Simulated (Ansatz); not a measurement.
# Au(111) with 4 layers of random Au-Ru, 2x2: scattering by chemical disorder

How strongly does chemical disorder scatter in Au(111) with 4 layers of random Au-Ru, 2x2?

Method: Ansatz plane-wave DFT, PBE, PAW files; ballistic transport by layer matching (Landauer), zero bias, in Ansatz 0.2.0.

**1. The structure**

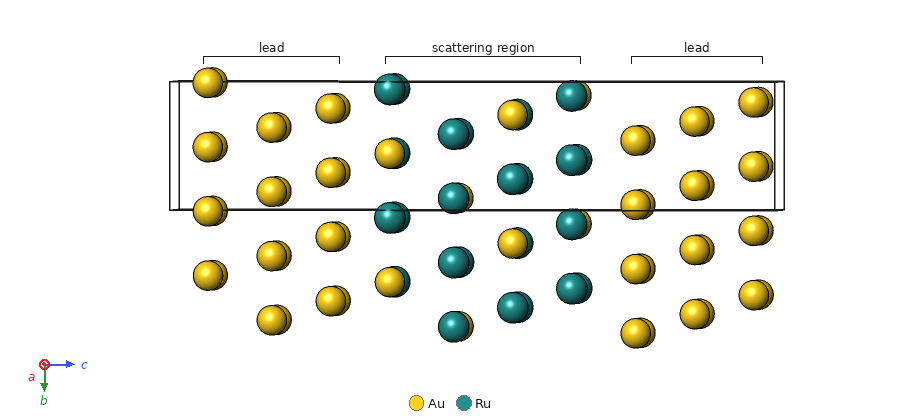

The cell as given, from the side, with the c axis across the page (gold yellow, ruthenium teal). 1×2×1 cells are drawn.

The cell holds 40 atoms: 28 Au and 12 Ru. Cell: a = 5.768 Å, b = 5.768 Å, c = 23.605 Å, α = 93.5°, β = 86.5°, γ = 120.0°. It derives from Au. Regions: lead, 24 atoms (24 Au); scattering region, 16 atoms (12 Ru and 4 Au). The structure is stacked along c, and the current runs across the ab planes.

**2. With 4 alloy layers**

In 4 layers a share of 0.75 of the sites is given to Ru at random. The layers about the cell's end stay perfect and serve as the lead. Disorder leaves little or no symmetry, which makes such runs dear. Energies from -0.05 to 0.05 eV in steps of 0.05 eV are too few for the program's thermal sum, so it prints no conductance; for a metal the transmission near the Fermi level serves, at a fraction of the cost.

The input, input.yaml:

```yaml
crystal:
  lattice:
    - [5.7675164607, 0.0, 0.0]
    - [-2.8837582304, 4.9948157718, 0.0]
    - [1.4418791152, -0.8324692953, 23.5457873532]
  atoms:
    - { symbol: Au, position: [0.9916666667, 0.0083333333, 0.05] }
    - { symbol: Au, position: [0.9916666667, 0.5083333333, 0.05] }
    - { symbol: Au, position: [0.4916666667, 0.0083333333, 0.05] }
    - { symbol: Au, position: [0.4916666667, 0.5083333333, 0.05] }
    - { symbol: Au, position: [0.1416666667, 0.3583333333, 0.15] }
    - { symbol: Au, position: [0.1416666667, 0.8583333333, 0.15] }
    - { symbol: Au, position: [0.6416666667, 0.3583333333, 0.15] }
    - { symbol: Au, position: [0.6416666667, 0.8583333333, 0.15] }
    - { symbol: Au, position: [0.2916666667, 0.2083333333, 0.25] }
    - { symbol: Au, position: [0.2916666667, 0.7083333333, 0.25] }
    - { symbol: Au, position: [0.7916666667, 0.2083333333, 0.25] }
    - { symbol: Au, position: [0.7916666667, 0.7083333333, 0.25] }
    - { symbol: Ru, position: [0.9416666667, 0.0583333333, 0.35] }
    - { symbol: Au, position: [0.9416666667, 0.5583333333, 0.35] }
    - { symbol: Ru, position: [0.4416666667, 0.0583333333, 0.35] }
    - { symbol: Ru, position: [0.4416666667, 0.5583333333, 0.35] }
    - { symbol: Ru, position: [0.0916666667, 0.4083333333, 0.45] }
    - { symbol: Au, position: [0.0916666667, 0.9083333333, 0.45] }
    - { symbol: Ru, position: [0.5916666667, 0.4083333333, 0.45] }
    - { symbol: Ru, position: [0.5916666667, 0.9083333333, 0.45] }
    - { symbol: Ru, position: [0.2416666667, 0.2583333333, 0.55] }
    - { symbol: Ru, position: [0.2416666667, 0.7583333333, 0.55] }
    - { symbol: Au, position: [0.7416666667, 0.2583333333, 0.55] }
    - { symbol: Ru, position: [0.7416666667, 0.7583333333, 0.55] }
    - { symbol: Ru, position: [0.8916666667, 0.1083333333, 0.65] }
    - { symbol: Ru, position: [0.8916666667, 0.6083333333, 0.65] }
    - { symbol: Au, position: [0.3916666667, 0.1083333333, 0.65] }
    - { symbol: Ru, position: [0.3916666667, 0.6083333333, 0.65] }
    - { symbol: Au, position: [0.0416666667, 0.4583333333, 0.75] }
    - { symbol: Au, position: [0.0416666667, 0.9583333333, 0.75] }
    - { symbol: Au, position: [0.5416666667, 0.4583333333, 0.75] }
    - { symbol: Au, position: [0.5416666667, 0.9583333333, 0.75] }
    - { symbol: Au, position: [0.1916666667, 0.3083333333, 0.85] }
    - { symbol: Au, position: [0.1916666667, 0.8083333333, 0.85] }
    - { symbol: Au, position: [0.6916666667, 0.3083333333, 0.85] }
    - { symbol: Au, position: [0.6916666667, 0.8083333333, 0.85] }
    - { symbol: Au, position: [0.8416666667, 0.1583333333, 0.95] }
    - { symbol: Au, position: [0.8416666667, 0.6583333333, 0.95] }
    - { symbol: Au, position: [0.3416666667, 0.1583333333, 0.95] }
    - { symbol: Au, position: [0.3416666667, 0.6583333333, 0.95] }
kpoints:
  mp_grid: { grid: [5, 5, 1] }
hamiltonian:
  xc: pbe
scf:
  occupations: { method: fermi_dirac, width: 0.1 }
output:
  transmission:
    leads: [[0, 4]]
    kmesh: [10, 10]
    e_range: [-0.05, 0.05]
    de: 0.05
  write_potential: true
  write_density: true
  volumetric_format: npy
```

The run is started by

```
> ansatz run input.yaml --threads 4 --pin off --max-ram 15360MiB --backend cpu --events-out ev --progress --plain --runs-dir out
```

Numbers of over 12 decimals in the logs are rounded to 6 here.

Log:

```text
Engine: ansatz 0.2.0, aarch64-unknown-linux-gnu
Pseudopotentials: kind: paw
Pseudopotential: Au, paw, valence charge 19, recommended cutoff 420 eV (normal), Au.paw.azcp
Pseudopotential: Ru, paw, valence charge 16, recommended cutoff 420 eV (normal), Ru.paw.azcp
Functional definition: PBE
  parameter kappa = 0.804
  parameter beta = 0.066725
  exchange = pbe_x(kappa = kappa, mu = beta*pi^2/3)
  correlation = pbe_c(beta = beta)
Crystal: 40 atoms, lattice volume = 678.300 Å³
Basis set: ecut = 420 eV, 13321 PW (Γ)
Bands: 435, of which v1, the nominal top of the filled ones, is band 362 counted from 1 (361 counted from 0)
Symmetry: 2 space group operations
Space group: C2 (ITA 5), of the structure as read, at distance tolerance 8.8e-5 Å
k-points: 9 of 25 (time reversal used)
Non-local potential: Au, projectors of the file, l = 0: 3, l = 1: 2, l = 2: 2, l = 3: 1
Non-local potential: Ru, projectors of the file, l = 0: 3, l = 1: 2, l = 2: 2, l = 3: 1
PAW form: soft (Blöchl's): semilocal exchange-correlation on the pseudo side does not see the compensation charge
PAW one-centre angular grid: Au, 590 points (default); XC on 64 Gauss nodes
PAW one-centre angular grid: Ru, 590 points (default); XC on 64 Gauss nodes
Initial density: superposition of atomic densities (neutral atoms: chi_scale 0, normalization atom), corrected by the library's trained network
Initial wavefunctions: pseudopotential atomic-orbital guess
Functional: x = pbe(κ = 0.804, μ = 0.219515), c = pbe(β = 0.066725)
SCF iter   1: F=—  HF=-438715.216675 eV  |F-HF|=—  |Δ(HF+E_count)|=         —  Δρ=1.11e-2  dr2=2.73e1  ethr=1.77e-3  ⟨swp⟩=4.0  Hψ=11388  notcnv=0  defer=208
preconditioner: auto → Kerker (q_TF=auto, 2.758 Å⁻¹)  [metal: Δε(μ)=0.019 eV  Ē_g=8.191 eV  σ=0.100 eV  W_gap=0.05  n_scr=254 (ndim 8)  ℏωp=28.7 eV  f_vac=0.000  D(μ)=37.71/eV (n_scr^D=344)]
SCF iter   2: F=—  HF=-438715.095538 eV  |F-HF|=—  |Δ(HF+E_count)|=   1.21e-1  Δρ=5.61e-3  dr2=1.12e1  ethr=1.77e-3  ⟨swp⟩=1.0  Hψ=4509  notcnv=0  defer=213
SCF iter   3: F=—  HF=-438715.001315 eV  |F-HF|=—  |Δ(HF+E_count)|=   9.42e-2  Δρ=1.16e-3  dr2=7.41e-1  ethr=1.55e-3  ⟨swp⟩=1.0  Hψ=3572  notcnv=0  defer=228
SCF iter   4: F=—  HF=-438714.989199 eV  |F-HF|=—  |Δ(HF+E_count)|=   1.21e-2  Δρ=4.18e-4  dr2=3.32e-2  ethr=1.02e-4  ⟨swp⟩=1.0  Hψ=3572  notcnv=0  defer=296
SCF iter   5: F=—  HF=-438714.988676 eV  |F-HF|=—  |Δ(HF+E_count)|=   5.22e-4  Δρ=1.39e-4  dr2=7.39e-4  ethr=4.59e-6  ⟨swp⟩=1.0  Hψ=3572  notcnv=0  defer=296
SCF iter   6: F=—  HF=-438714.988618 eV  |F-HF|=—  |Δ(HF+E_count)|=   5.83e-5  Δρ=4.14e-5  dr2=8.33e-5  ethr=1.02e-7  ⟨swp⟩=1.7  Hψ=3864  notcnv=0  defer=296
SCF iter   7: F=—  HF=-438714.989014 eV  |F-HF|=—  |Δ(HF+E_count)|=   3.96e-4  Δρ=1.25e-5  dr2=5.08e-6  ethr=1.15e-8  ⟨swp⟩=1.3  Hψ=4235  notcnv=0  defer=308
SCF iter   8: F=—  HF=-438714.989013 eV  |F-HF|=—  |Δ(HF+E_count)|=   3.41e-7  Δρ=4.51e-6  dr2=7.71e-7  ethr=7.02e-10  ⟨swp⟩=2.2  Hψ=4629  notcnv=0  defer=308
SCF iter   9: F=—  HF=-438714.989013 eV  |F-HF|=—  |Δ(HF+E_count)|=   3.56e-8  Δρ=1.36e-6  dr2=1.01e-7  ethr=1.06e-10  ⟨swp⟩=1.6  Hψ=4223  notcnv=0  defer=308
SCF iter  10: F=-438714.989013 eV  HF=-438714.989013 eV  |F-HF|=1.04e-8  |Δ(HF+E_count)|=   6.40e-9  Δρ=4.33e-7  dr2=1.10e-8  ethr=1.38e-11  ⟨swp⟩=8.0  Hψ=11252  notcnv=0
SCF 1 converged in 10 iterations: F = -438714.989013 eV  dr2 = 1.10e-8
  greatest PAW one-centre occupation: 1.000 electrons in one spin orbital (limit 2), on the Au atom at site 22 (counted from 0), in its partial waves of l = 0
transmission: 178 of 1768 steps passed
transmission: 354 of 1768 steps passed
[...]
transmission: 1768 of 1768 steps passed
SCF converged after 10 iterations
Free energy (F): -438714.989013 eV
Harris-Foulkes:  -438714.989013 eV  (|F-HF|=1.04e-8)
Internal energy: -438713.771373 eV  (E = F + TS)
E sigma→0 (E₀):  -438714.380193 eV
Entropy (-TS):   -1.217641 eV (-30.441 meV/atom)
Fermi energy:    19.839795 eV
--- Per-component energies (eV) ---
  E_band       = -7430.408750
  E_kinetic    = 23040.482078
  E_local      = -71515.974233  (includes V_loc(G=0)·N_el)
  E_nonlocal   = 6200.223535
  E_hartree    = 29081.055132
  E_xc         = -8644.529946
  E_vxc        = -10541.798104  (∫ρ·V_xc dr)
  E_paw        = -313312.170904  (= ΣΔE_a)
  E_vpaw       = -12775.488036  (= ΣTr[D̂ρ^β])
  E_aug_tail   = 0.039012  (compensation charges beyond the density's cutoff)
  E_ewald      = -103562.896047
  E_smearing   = -1.217641  (= −TS)
  E_closure    = -0.000000  (closes the sum)
  Σ components = -438714.989013   (vs F -438714.989013, Δ=0.00e0)
--- Band table (eV; the first three rows and the last of 9) ---
  k-point 0: bands = [... 358 lower, 20.1117, 20.1503, 20.2553, 20.2955, 20.3007, 20.3418, 20.3539, 20.3903, ... 69 higher]
  k-point 1: bands = [... 358 lower, 19.8686, 19.8890, 19.9494, 20.0053, 20.0335, 20.0805, 20.0946, 20.1488, ... 69 higher]
  k-point 2: bands = [... 358 lower, 19.5871, 19.6339, 19.6526, 19.6977, 19.7265, 19.7657, 19.7914, 19.8776, ... 69 higher]
  k-point 8: bands = [... 358 lower, 19.5670, 19.6327, 19.6552, 19.6697, 19.7056, 19.7197, 19.7414, 19.8819, ... 69 higher]
--- Transmission ---
  basis      : 253 plane waves across, 34 finite elements along
  points     : 52, standing for a mesh of 10 x 10
  energies   : 3 from -0.050000 to 0.050000 eV about the Fermi level, 0.050000 eV apart; the leads are filled to 0.000000 eV, and channels, transmission and decay are at 0.000000 eV
  crystal 0  : Au4, at the sites [0, 4], period 2.3546 Å, over 14.13 Å; its Hamiltonian steps by up to 20.0 meV
    offset         : up to 0.0000 Å between an atom of the period and one for which it stands
    channels       : 3.210000e0 a spin
    conductance    : none, the energies end too early or step too widely for 300 K: set another output.transmission.e_range or a lower de, or, where they end at an eighth of basis.ecutwfc, a higher one
  junction   : crystal 0 to crystal 0, 0.70 to 21.89 Å
    transmission   : 1.623524e0 a spin
    conductance    : none, the energies end too early or step too widely for 300 K: set another output.transmission.e_range or a lower de, or, where they end at an eighth of basis.ecutwfc, a higher one
```

The job ended after 7.2 min (4 threads of Arm Neoverse V2, shared host; peak memory 5.8 GiB).

Numbers from this step:

```
free energy                                    : -438714.9890 eV
energy at zero smearing                        : -438714.3802 eV
Fermi energy                                   : 19.84 eV
cell area                                      : 28.81 Å²
transmission per spin nearest the Fermi level  : 1.624
open channels per spin nearest the Fermi level : 3.21
step of the lead's potential                   : 20 meV
```

Per spin. Transmission, zone mean against energy, zero at the Fermi level:

| energy (eV) | transmission, zone mean |
| --- | --- |
| -0.0500 | 1.63 |
| 0.0000 | 1.62 |
| 0.0500 | 1.55 |

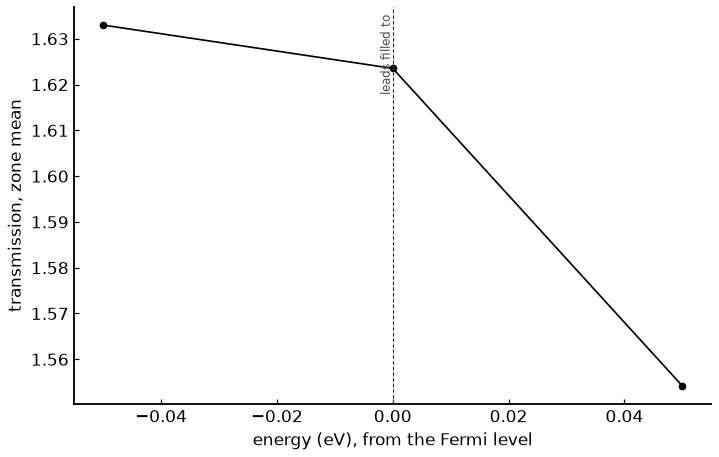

Transmission, zone mean against energy.

Per spin. The open channels, zone mean, lead stays at 3.21 for energy from -0.05 to 0.05 eV.

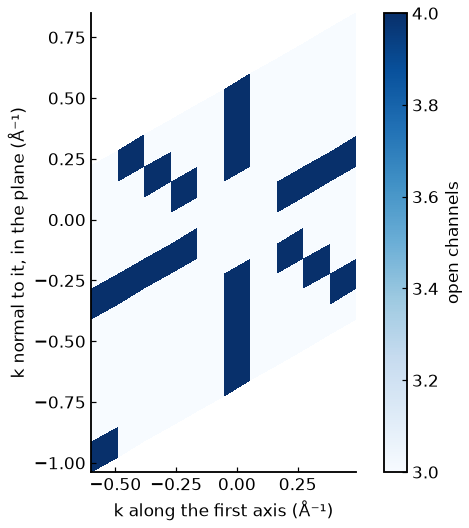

Open channels over k1 and k2. At 0.0000 eV from the Fermi level.

Over the solved energies the transmission per spin lies between 1.55 and 1.63, out of 3.21 channels of the lead on average (up to 3.21).

**3. With 8 alloy layers**

System of this step: Au(111) with 8 layers of random Au-Ru, 2x2. The cell holds 56 atoms: 32 Au and 24 Ru. Cell: a = 5.768 Å, b = 5.768 Å, c = 33.006 Å, α = 87.5°, β = 92.5°, γ = 120.0°. It derives from Au. Regions: lead, 24 atoms (24 Au); scattering region, 32 atoms (8 Au and 24 Ru). The structure is stacked along c, and the current runs across the ab planes.

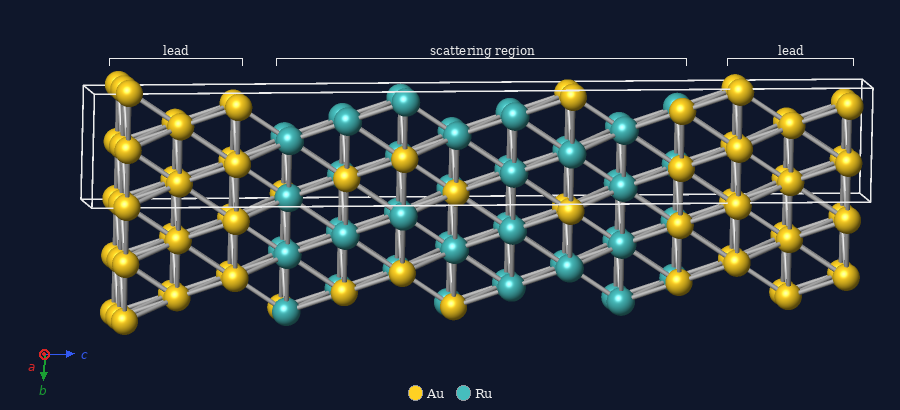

The cell of this step (gold yellow, ruthenium teal). 1×2×1 cells are drawn. Some periodic images of atoms are drawn too.

The input, input.yaml:

```yaml
crystal:
  lattice:
    - [5.7675164607, 0.0, 0.0]
    - [-2.8837582304, 4.9948157718, 0.0]
    - [-1.4418791152, 0.8324692953, 32.9641022945]
  atoms:
    - { symbol: Au, position: [0.005952381, 0.994047619, 0.0357142857] }
    - { symbol: Au, position: [0.005952381, 0.494047619, 0.0357142857] }
    - { symbol: Au, position: [0.505952381, 0.994047619, 0.0357142857] }
    - { symbol: Au, position: [0.505952381, 0.494047619, 0.0357142857] }
    - { symbol: Au, position: [0.1845238095, 0.3154761905, 0.1071428571] }
    - { symbol: Au, position: [0.1845238095, 0.8154761905, 0.1071428571] }
    - { symbol: Au, position: [0.6845238095, 0.3154761905, 0.1071428571] }
    - { symbol: Au, position: [0.6845238095, 0.8154761905, 0.1071428571] }
    - { symbol: Au, position: [0.3630952381, 0.1369047619, 0.1785714286] }
    - { symbol: Au, position: [0.3630952381, 0.6369047619, 0.1785714286] }
    - { symbol: Au, position: [0.8630952381, 0.1369047619, 0.1785714286] }
    - { symbol: Au, position: [0.8630952381, 0.6369047619, 0.1785714286] }
    - { symbol: Au, position: [0.0416666667, 0.9583333333, 0.25] }
    - { symbol: Ru, position: [0.0416666667, 0.4583333333, 0.25] }
    - { symbol: Ru, position: [0.5416666667, 0.9583333333, 0.25] }
    - { symbol: Ru, position: [0.5416666667, 0.4583333333, 0.25] }
    - { symbol: Ru, position: [0.2202380952, 0.2797619048, 0.3214285714] }
    - { symbol: Ru, position: [0.2202380952, 0.7797619048, 0.3214285714] }
    - { symbol: Ru, position: [0.7202380952, 0.2797619048, 0.3214285714] }
    - { symbol: Au, position: [0.7202380952, 0.7797619048, 0.3214285714] }
    - { symbol: Ru, position: [0.3988095238, 0.1011904762, 0.3928571429] }
    - { symbol: Ru, position: [0.3988095238, 0.6011904762, 0.3928571429] }
    - { symbol: Ru, position: [0.8988095238, 0.1011904762, 0.3928571429] }
    - { symbol: Au, position: [0.8988095238, 0.6011904762, 0.3928571429] }
    - { symbol: Ru, position: [0.0773809524, 0.9226190476, 0.4642857143] }
    - { symbol: Ru, position: [0.0773809524, 0.4226190476, 0.4642857143] }
    - { symbol: Au, position: [0.5773809524, 0.9226190476, 0.4642857143] }
    - { symbol: Ru, position: [0.5773809524, 0.4226190476, 0.4642857143] }
    - { symbol: Ru, position: [0.255952381, 0.244047619, 0.5357142857] }
    - { symbol: Ru, position: [0.255952381, 0.744047619, 0.5357142857] }
    - { symbol: Ru, position: [0.755952381, 0.244047619, 0.5357142857] }
    - { symbol: Ru, position: [0.755952381, 0.744047619, 0.5357142857] }
    - { symbol: Au, position: [0.4345238095, 0.0654761905, 0.6071428571] }
    - { symbol: Ru, position: [0.4345238095, 0.5654761905, 0.6071428571] }
    - { symbol: Au, position: [0.9345238095, 0.0654761905, 0.6071428571] }
    - { symbol: Ru, position: [0.9345238095, 0.5654761905, 0.6071428571] }
    - { symbol: Ru, position: [0.1130952381, 0.8869047619, 0.6785714286] }
    - { symbol: Ru, position: [0.1130952381, 0.3869047619, 0.6785714286] }
    - { symbol: Ru, position: [0.6130952381, 0.8869047619, 0.6785714286] }
    - { symbol: Ru, position: [0.6130952381, 0.3869047619, 0.6785714286] }
    - { symbol: Ru, position: [0.2916666667, 0.2083333333, 0.75] }
    - { symbol: Ru, position: [0.2916666667, 0.7083333333, 0.75] }
    - { symbol: Au, position: [0.7916666667, 0.2083333333, 0.75] }
    - { symbol: Au, position: [0.7916666667, 0.7083333333, 0.75] }
    - { symbol: Au, position: [0.4702380952, 0.0297619048, 0.8214285714] }
    - { symbol: Au, position: [0.4702380952, 0.5297619048, 0.8214285714] }
    - { symbol: Au, position: [0.9702380952, 0.0297619048, 0.8214285714] }
    - { symbol: Au, position: [0.9702380952, 0.5297619048, 0.8214285714] }
    - { symbol: Au, position: [0.1488095238, 0.8511904762, 0.8928571429] }
    - { symbol: Au, position: [0.1488095238, 0.3511904762, 0.8928571429] }
    - { symbol: Au, position: [0.6488095238, 0.8511904762, 0.8928571429] }
    - { symbol: Au, position: [0.6488095238, 0.3511904762, 0.8928571429] }
    - { symbol: Au, position: [0.3273809524, 0.1726190476, 0.9642857143] }
    - { symbol: Au, position: [0.3273809524, 0.6726190476, 0.9642857143] }
    - { symbol: Au, position: [0.8273809524, 0.1726190476, 0.9642857143] }
    - { symbol: Au, position: [0.8273809524, 0.6726190476, 0.9642857143] }
kpoints:
  mp_grid: { grid: [5, 5, 1] }
hamiltonian:
  xc: pbe
scf:
  occupations: { method: fermi_dirac, width: 0.1 }
output:
  transmission:
    leads: [[0, 4]]
    kmesh: [10, 10]
    e_range: [-0.05, 0.05]
    de: 0.05
  write_potential: true
  write_density: true
  volumetric_format: npy
```

Log:

```text
[...]
Crystal: 56 atoms, lattice volume = 949.619 Å³
Basis set: ecut = 420 eV, 18659 PW (Γ)
Bands: 596, of which v1, the nominal top of the filled ones, is band 496 counted from 1 (495 counted from 0)
Symmetry: 1 space group operations
[...]
k-points: 13 of 25 (time reversal used)
[...]
SCF iter   1: F=—  HF=-561848.546534 eV  |F-HF|=—  |Δ(HF+E_count)|=         —  Δρ=1.34e-2  dr2=1.06e2  ethr=1.77e-3  ⟨swp⟩=4.0  Hψ=22000  notcnv=0  defer=326
[...]
SCF iter  10: F=-561848.055453 eV  HF=-561848.055453 eV  |F-HF|=2.55e-8  |Δ(HF+E_count)|=   6.05e-9  Δρ=4.40e-7  dr2=2.67e-8  ethr=1.01e-11  ⟨swp⟩=7.5  Hψ=21232  notcnv=0
SCF 1 converged in 10 iterations: F = -561848.055453 eV  dr2 = 2.67e-8
[...]
transmission: 310 of 3068 steps passed
transmission: 616 of 3068 steps passed
[...]
transmission: 3068 of 3068 steps passed
SCF converged after 10 iterations
Free energy (F): -561848.055453 eV
[...]
Internal energy: -561846.019755 eV  (E = F + TS)
E sigma→0 (E₀):  -561847.037604 eV
Entropy (-TS):   -2.035698 eV (-36.352 meV/atom)
Fermi energy:    19.462406 eV
[...]
--- Band table (eV; the first three rows and the last of 13) ---
  k-point 0: bands = [... 492 lower, 19.7868, 19.8188, 19.8494, 19.8573, 19.8914, 19.9120, 19.9237, 19.9633, ... 96 higher]
  k-point 1: bands = [... 492 lower, 19.5665, 19.6113, 19.6337, 19.6631, 19.6955, 19.7068, 19.7295, 19.7536, ... 96 higher]
  k-point 2: bands = [... 492 lower, 19.2135, 19.2432, 19.2619, 19.2896, 19.3031, 19.3347, 19.3718, 19.3865, ... 96 higher]
  k-point 12: bands = [... 492 lower, 19.3529, 19.3724, 19.3986, 19.4396, 19.4567, 19.4976, 19.5183, 19.5269, ... 96 higher]
--- Transmission ---
  basis      : 253 plane waves across, 59 finite elements along
  points     : 52, standing for a mesh of 10 x 10
[...]
channels       : 3.210000e0 a spin
[...]
junction   : crystal 0 to crystal 0, 0.70 to 31.31 Å
    transmission   : 1.367958e0 a spin
[...]
```

Elapsed: 13 min, on 4 threads; peak memory 11 GiB; 51 min of CPU time.

This step gave:

```
free energy                                   : -561848.0555 eV
energy at zero smearing                       : -561847.0376 eV
Fermi energy                                  : 19.46 eV
transmission per spin nearest the Fermi level : 1.368
step of the lead's potential                  : 14.9 meV
```

Per spin. The transmission, zone mean by energy, zero at the Fermi level:

| energy (eV) | transmission, zone mean |
| --- | --- |
| -0.0500 | 1.30 |
| 0.0000 | 1.37 |
| 0.0500 | 1.41 |

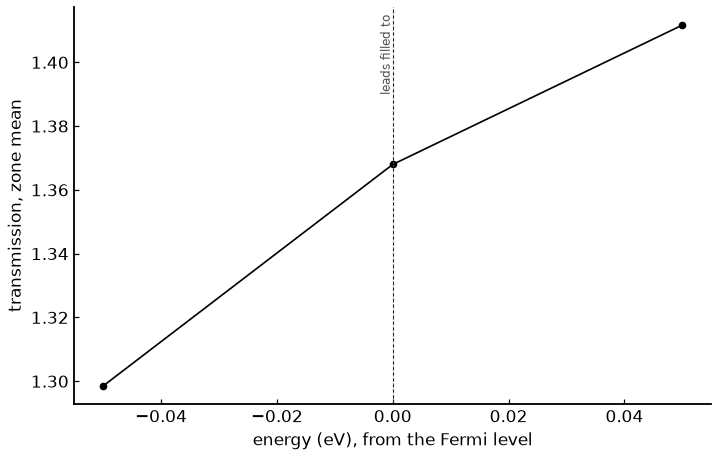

Transmission, zone mean against energy.

Over the solved energies the transmission per spin lies between 1.30 and 1.41, out of 3.21 channels of the lead on average (up to 3.21).

(Continued in part 2 of 2.)

[Logs are printed without paths, hosts, clocks, repeated set-up lines and the standing remarks that a program may print on its own settings, such as how far it seeks lower states.]

[Hosts, paths, dates, database ids (printed as entryN), source tags and the programs' standing remarks are cut or masked in the printed files.]
